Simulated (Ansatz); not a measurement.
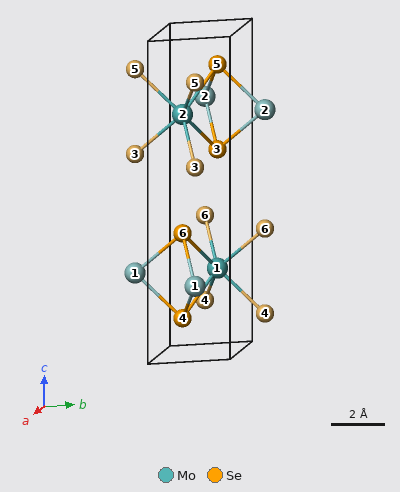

The starting structure (ball-and-stick view of the cell of the calculation, seen slightly off an axis; neighbours outside the cell are drawn fainter; atoms are numbered from 1 in the order of the input).

# Geometry relaxation, with input and output: MoSe₂ (part 1 of 2)

- system: MoSe₂ (6 atoms in the cell)
- method: DFT PBE+D3(BJ), scalar-relativistic, plane waves, PAW, no spin polarisation (Ansatz 0.2.0)

The structure was built on a prototype by a generator; it need not be a known phase. Figures and captions count atoms from 1; the log counts them from 0 in places.

Input
```yaml
crystal:
  lattice:
    - [3.2782123942, 0.0, 0.0]
    - [-1.6391061971, 2.8390152124, 0.0]
    - [0.0, 0.0, 12.7256758038]
  atoms:
    - { symbol: Mo, position: [0.3333333333, 0.6666666667, 0.25] }
    - { symbol: Mo, position: [0.6666666667, 0.3333333333, 0.75] }
    - { symbol: Se, position: [0.3333333333, 0.6666666667, 0.6184687362] }
    - { symbol: Se, position: [0.6666666667, 0.3333333333, 0.1184687362] }
    - { symbol: Se, position: [0.3333333333, 0.6666666667, 0.8815312638] }
    - { symbol: Se, position: [0.6666666667, 0.3333333333, 0.3815312638] }
basis:
  ecutwfc: 420
kpoints:
  mp_grid: { grid: [9, 9, 2] }
hamiltonian:
  xc: pbe
  dispersion: d3bj
scf:
  occupations: { method: gaussian, width: 0.02 }
output:
  forces: true
  stress: true
  eigenvalues: true
  write_density: true
  write_potential: true
  elf: true
  volumetric_format: npy
relax:
  adjacent_minimum: "off"
  f_tol: 0.005
  max_steps: 80
  cell: { stress_tol: 0.05 }
```

Hardware: 2 threads of Intel Xeon (Granite Rapids), 64 GiB of memory available, shared host.

Launched with:
```bash
ansatz run input.yaml --threads 2 --pin off --max-ram 5120MiB --backend cpu --events-out ev --progress --plain --runs-dir out
```

What the program printed
```
Engine: ansatz 0.2.0, x86_64-unknown-linux-gnu
Pseudopotentials: kind: paw
Pseudopotential: Mo, paw, valence charge 14, recommended cutoff 420 eV (normal), Mo.paw.azcp
Pseudopotential: Se, paw, valence charge 16, recommended cutoff 420 eV (normal), Se.paw.azcp
Functional definition: PBE
  parameter kappa = 0.804
  parameter beta = 0.06672455060314922
  exchange = pbe_x(kappa = kappa, mu = beta*pi^2/3)
  correlation = pbe_c(beta = beta)
Crystal: 6 atoms, lattice volume = 118.437 Å³
Basis set: ecut = 420 eV, 2347 PW (Γ), exchange–correlation on 48×48×180 points (8 copies of the dense FFT grid, shifted against one another)
Bands: 56, of which v1, the nominal top of the filled ones, is band 46 counted from 1 (45 counted from 0)
Symmetry: 24 space group operations
Space group: P63/mmc (ITA 194), of the structure as read, at distance tolerance 4.9e-5 Å
k-points: 24 of 162
Non-local potential: Mo, projectors of the file, l = 0: 3, l = 1: 2, l = 2: 2, l = 3: 1
Non-local potential: Se, projectors of the file, l = 0: 2, l = 1: 2, l = 2: 3, l = 3: 1
PAW form: soft (Blöchl's): semilocal exchange-correlation on the pseudo side does not see the compensation charge
PAW one-centre angular grid: Mo, 590 points (default); XC on 64 Gauss nodes
PAW one-centre angular grid: Se, 590 points (default); XC on 64 Gauss nodes
Initial density: superposition of atomic densities (neutral atoms: chi_scale 0, normalization atom), corrected by the library's trained network
Initial wavefunctions: pseudopotential atomic-orbital guess
Functional: x = pbe(κ = 0.804, μ = 0.2195149727645171), c = pbe(β = 0.06672455060314922)
SCF iter   1: F=—  HF=-31795.161315 eV  |F-HF|=—  |Δ(HF+E_count)|=         —  Δρ=5.12e-3  dr2=1.74e-2  ethr=1.77e-3  ⟨swp⟩=6.4  Hψ=4712  notcnv=0  defer=1
preconditioner: auto → Resta (q_TF=auto, 2.616 Å⁻¹)  ε∞=6.6  [insulator: Δε(μ)=0.852 eV  Ē_g=8.646 eV  σ=0.020 eV  W_gap=1.00  n_scr=40 (ndim 8)  ℏωp=20.5 eV  f_vac=0.032  D(μ)=0.00/eV (n_scr^D=0)  ε∞_Penn≈6.6]
SCF iter   2: F=—  HF=-31795.169664 eV  |F-HF|=—  |Δ(HF+E_count)|=   8.35e-3  Δρ=2.91e-3  dr2=3.70e-3  ethr=1.89e-5  ⟨swp⟩=2.0  Hψ=2177  notcnv=0  defer=48
SCF iter   3: F=—  HF=-31795.172232 eV  |F-HF|=—  |Δ(HF+E_count)|=   2.57e-3  Δρ=1.60e-3  dr2=1.11e-3  ethr=4.02e-6  ⟨swp⟩=2.2  Hψ=1771  notcnv=0  defer=48
SCF iter   4: F=—  HF=-31795.173504 eV  |F-HF|=—  |Δ(HF+E_count)|=   1.27e-3  Δρ=1.06e-4  dr2=7.78e-6  ethr=1.20e-6  ⟨swp⟩=2.0  Hψ=1799  notcnv=0  defer=48
SCF iter   5: F=—  HF=-31795.173514 eV  |F-HF|=—  |Δ(HF+E_count)|=   9.67e-6  Δρ=5.00e-5  dr2=2.17e-6  ethr=8.46e-9  ⟨swp⟩=2.0  Hψ=2352  notcnv=0  defer=48
SCF iter   6: F=—  HF=-31795.173516 eV  |F-HF|=—  |Δ(HF+E_count)|=   1.82e-6  Δρ=1.44e-5  dr2=2.96e-7  ethr=2.36e-9  ⟨swp⟩=2.0  Hψ=2314  notcnv=0  defer=48
SCF iter   7: F=-31795.173516 eV  HF=-31795.173516 eV  |F-HF|=1.39e-8  |Δ(HF+E_count)|=   1.54e-7  Δρ=4.07e-6  dr2=3.32e-8  ethr=1.09e-10  ⟨swp⟩=12.2  Hψ=8223  notcnv=0
SCF 1 converged in 7 iterations: F = -31795.173516 eV  dr2 = 3.32e-8
  greatest PAW one-centre occupation: 1.000 electrons in one spin orbital (limit 2), on the Se atom at site 5 (counted from 0), in its partial waves of l = 2
relax step   1: F+E_penalty+E_count = -31795.17351575 eV  Δ(F+E_penalty+E_count) = +0.000e0 eV  max|allowed force component| = 4.938e-3 eV/Å  Δτ_max = 0.0000 Å  P = -0.064 GPa  Ω = 118.437 Å³  (7 SCF iters, dr2 threshold 1.00e-7 eV, accepted)
Crystal: 6 atoms, lattice volume = 118.320 Å³
Initial density: handed on by an earlier stage of this run
Initial wavefunctions: those handed on with the density
iter 1 solved again at ethr=1.79e-7 eV; its pass at ethr=3.10e-3 eV (dr2=1.64e-4 eV) is discarded
SCF iter   1: F=—  HF=-31795.173516 eV  |F-HF|=—  |Δ(HF+E_count)|=         —  Δρ=1.88e-4  dr2=1.62e-4  ethr=1.79e-7  ⟨swp⟩=2.4  Hψ=5425  notcnv=0
preconditioner: auto → Resta (q_TF=auto, 2.616 Å⁻¹)  ε∞=6.6  [insulator: Δε(μ)=0.854 eV  Ē_g=8.643 eV  σ=0.020 eV  W_gap=1.00  n_scr=40 (ndim 8)  ℏωp=20.5 eV  f_vac=0.029  D(μ)=0.00/eV (n_scr^D=0)  ε∞_Penn≈6.6]
SCF iter   2: F=—  HF=-31795.173497 eV  |F-HF|=—  |Δ(HF+E_count)|=   1.82e-5  Δρ=1.11e-4  dr2=1.77e-5  ethr=1.76e-7  ⟨swp⟩=2.0  Hψ=1519  notcnv=0
SCF iter   3: F=—  HF=-31795.173500 eV  |F-HF|=—  |Δ(HF+E_count)|=   2.56e-6  Δρ=4.83e-5  dr2=6.70e-6  ethr=1.93e-8  ⟨swp⟩=2.0  Hψ=1657  notcnv=0
SCF iter   4: F=—  HF=-31795.173499 eV  |F-HF|=—  |Δ(HF+E_count)|=   9.34e-7  Δρ=2.30e-5  dr2=1.43e-6  ethr=7.28e-9  ⟨swp⟩=2.2  Hψ=2291  notcnv=0
SCF iter   5: F=—  HF=-31795.173499 eV  |F-HF|=—  |Δ(HF+E_count)|=   3.46e-7  Δρ=6.85e-6  dr2=1.06e-7  ethr=1.56e-9  ⟨swp⟩=2.1  Hψ=1762  notcnv=0
SCF iter   6: F=-31795.173499 eV  HF=-31795.173499 eV  |F-HF|=2.11e-10  |Δ(HF+E_count)|=   8.93e-9  Δρ=1.49e-6  dr2=4.25e-9  ethr=2.13e-11  ⟨swp⟩=7.9  Hψ=7583  notcnv=0
SCF 2 converged in 6 iterations: F = -31795.173499 eV  dr2 = 4.25e-9
relax step   2: F+E_penalty+E_count = -31795.17349859 eV  Δ(F+E_penalty+E_count) = +1.716e-5 eV  max|allowed force component| = 1.128e-3 eV/Å  Δτ_max = 0.0006 Å  P = +0.079 GPa  Ω = 118.320 Å³  energy of the carried Pulay correction = +1.523e-5 eV  (6 SCF iters, dr2 threshold 1.96e-8 eV, rejected (line search))
Crystal: 6 atoms, lattice volume = 118.417 Å³
iter 1 solved again at ethr=8.12e-8 eV; its pass at ethr=3.10e-3 eV (dr2=7.47e-5 eV) is discarded
SCF iter   1: F=—  HF=-31795.173552 eV  |F-HF|=—  |Δ(HF+E_count)|=         —  Δρ=1.17e-4  dr2=7.26e-5  ethr=8.12e-8  ⟨swp⟩=2.1  Hψ=5401  notcnv=0
preconditioner: auto → Resta (q_TF=auto, 2.616 Å⁻¹)  ε∞=6.6  [insulator: Δε(μ)=0.852 eV  Ē_g=8.639 eV  σ=0.020 eV  W_gap=1.00  n_scr=40 (ndim 8)  ℏωp=20.5 eV  f_vac=0.029  D(μ)=0.00/eV (n_scr^D=0)  ε∞_Penn≈6.6]
SCF iter   2: F=—  HF=-31795.173546 eV  |F-HF|=—  |Δ(HF+E_count)|=   5.27e-6  Δρ=7.14e-5  dr2=8.02e-6  ethr=7.90e-8  ⟨swp⟩=2.0  Hψ=1527  notcnv=0
SCF iter   3: F=—  HF=-31795.173546 eV  |F-HF|=—  |Δ(HF+E_count)|=   7.02e-7  Δρ=2.97e-5  dr2=3.21e-6  ethr=8.72e-9  ⟨swp⟩=2.0  Hψ=1661  notcnv=0
SCF iter   4: F=—  HF=-31795.173545 eV  |F-HF|=—  |Δ(HF+E_count)|=   4.95e-7  Δρ=1.34e-5  dr2=5.93e-7  ethr=3.49e-9  ⟨swp⟩=2.6  Hψ=2142  notcnv=0
SCF iter   5: F=—  HF=-31795.173545 eV  |F-HF|=—  |Δ(HF+E_count)|=   1.37e-7  Δρ=4.29e-6  dr2=4.54e-8  ethr=6.44e-10  ⟨swp⟩=2.1  Hψ=1794  notcnv=0
SCF iter   6: F=—  HF=-31795.173545 eV  |F-HF|=—  |Δ(HF+E_count)|=   2.37e-9  Δρ=1.03e-6  dr2=2.12e-9  ethr=4.94e-11  ⟨swp⟩=2.0  Hψ=1686  notcnv=0
SCF iter   7: F=—  HF=-31795.173545 eV  |F-HF|=—  |Δ(HF+E_count)|=   1.01e-9  Δρ=2.27e-7  dr2=8.31e-11  ethr=2.31e-12  ⟨swp⟩=2.0  Hψ=1775  notcnv=0
SCF iter   8: F=-31795.173545 eV  HF=-31795.173545 eV  |F-HF|=0.00e0  |Δ(HF+E_count)|=  8.37e-11  Δρ=6.18e-8  dr2=6.01e-12  ethr=1.00e-12  ⟨swp⟩=6.0  Hψ=6014  notcnv=0
SCF 3 converged in 8 iterations: F = -31795.173545 eV  dr2 = 6.01e-12
relax step   3: F+E_penalty+E_count = -31795.17354511 eV  Δ(F+E_penalty+E_count) = -2.937e-5 eV  max|allowed force component| = 5.923e-4 eV/Å  Δτ_max = 0.0006 Å  P = -0.007 GPa  Ω = 118.417 Å³  energy of the carried Pulay correction = +2.285e-6 eV  (8 SCF iters, accepted)
Initial wavefunctions: pseudopotential atomic-orbital guess (no wavefunctions were taken with the density)
iter 1 solved again at ethr=5.96e-8 eV; its pass at ethr=3.10e-3 eV (dr2=5.48e-5 eV) is discarded
SCF iter   1: F=—  HF=-31795.173540 eV  |F-HF|=—  |Δ(HF+E_count)|=         —  Δρ=1.48e-6  dr2=9.52e-10  ethr=5.96e-8  ⟨swp⟩=3.6  Hψ=8506  notcnv=0
eigensolver tolerance schedule: the retry pair's looser diagonalisation over-reported the residual by 57561.98 of it (diagonalisation noise at an unbounded share of the residual, at the tolerance the schedule requests for it); recorded, not acted on — ethr = c·dr2/N_el stays at c = 1.0e-1
preconditioner: auto → Resta (q_TF=auto, 2.616 Å⁻¹)  ε∞=6.6  [insulator: Δε(μ)=0.851 eV  Ē_g=8.639 eV  σ=0.020 eV  W_gap=1.00  n_scr=40 (ndim 8)  ℏωp=20.5 eV  f_vac=0.029  D(μ)=0.00/eV (n_scr^D=0)  ε∞_Penn≈6.6]
SCF iter   2: F=—  HF=-31795.173543 eV  |F-HF|=—  |Δ(HF+E_count)|=   2.06e-6  Δρ=7.57e-7  dr2=1.77e-10  ethr=1.04e-12  ⟨swp⟩=3.8  Hψ=3480  notcnv=0
SCF iter   3: F=-31795.173543 eV  HF=-31795.173543 eV  |F-HF|=7.28e-12  |Δ(HF+E_count)|=  6.91e-11  Δρ=3.81e-7  dr2=5.27e-11  ethr=1.00e-12  ⟨swp⟩=7.1  Hψ=6259  notcnv=0
SCF 4 converged in 3 iterations: F = -31795.173543 eV  dr2 = 5.27e-11
relax step   4: F+E_penalty+E_count = -31795.17354251 eV  Δ(F+E_penalty+E_count) = +2.601e-6 eV  max|allowed force component| = 5.901e-4 eV/Å  Δτ_max = 0.0000 Å  P = -0.007 GPa  Ω = 118.417 Å³  stress off target by 9.28e-3 GPa  SCF on the basis re-selected at this cell (its energy is not comparable with the rows above)  (3 SCF iters)
```

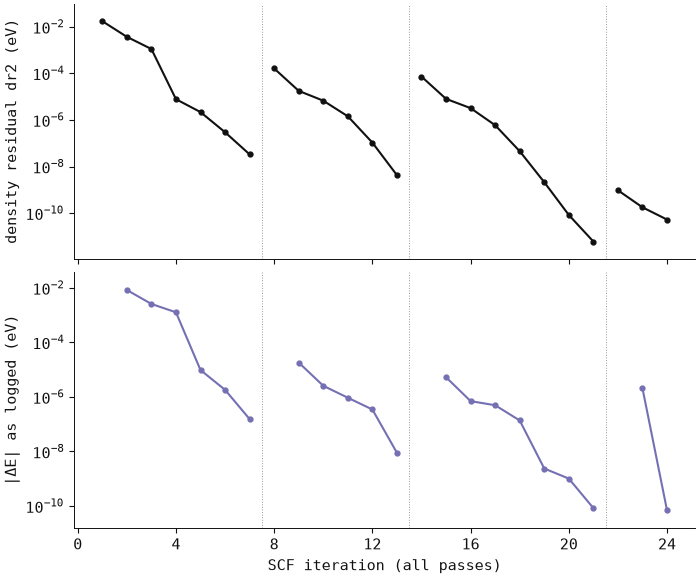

Convergence of the self-consistent field: density residual dr2 and size of the energy change against the SCF iteration. The dotted lines part the SCF passes of the relaxation: geometry steps, rejected trials and re-solves on a re-selected basis. The passes take 7, 6, 8 and 3 iterations.

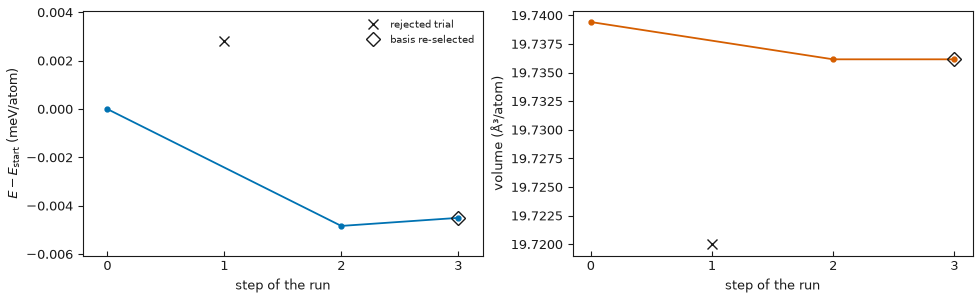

Progress of the relaxation, step by step (the first geometry is step 0 here and step 1 in the log). The energy falls by next to nothing (0.0 meV per atom) in 2 geometry steps. Largest force component: 0.0049 eV/Å at the start, 0.00059 eV/Å at the end. The pressure goes from −0.06 to −0.01 GPa. The line search rejected the trial step at point 1 (counted from 0) and went back. No atom moves by more than 0.005 Å relative to the cell. The space group stays P6_3/mmc (No. 194). A last SCF at the same geometry on a re-selected plane-wave basis shifts the energy by +0.0 meV per atom. (Atoms are counted from 1 in the order of the input.)

```
basis re-selected at this cell: Δ(F+E_penalty+E_count) = +2.601e-6 eV, ΔP = +0.000 GPa vs the last step (what re-selecting the basis moved, of the pressure what is left beyond the Pulay correction that the steps carried, after the strain that the cell walked since its last selection, with what the two solves' SCF thresholds leave and, on support functions, any second-order correction that the steps lacked; it is no measure of the basis error at this ecutwfc). This SCF's stress stands 9.28e-3 GPa from its target on what of the cell is left free (relax.cell.stress_tol is 5.00e-2 GPa) and its largest allowed force component is 5.90e-4 eV/Å (relax.f_tol is 5.00e-3 eV/Å): within both
SCF converged after 3 iterations
Free energy (F): -31795.173543 eV
Harris-Foulkes:  -31795.173543 eV  (|F-HF|=7.28e-12)
Internal energy: -31795.173543 eV  (E = F + TS)
E sigma→0 (E₀):  -31795.173543 eV
Fermi energy:    13.273422 eV
```
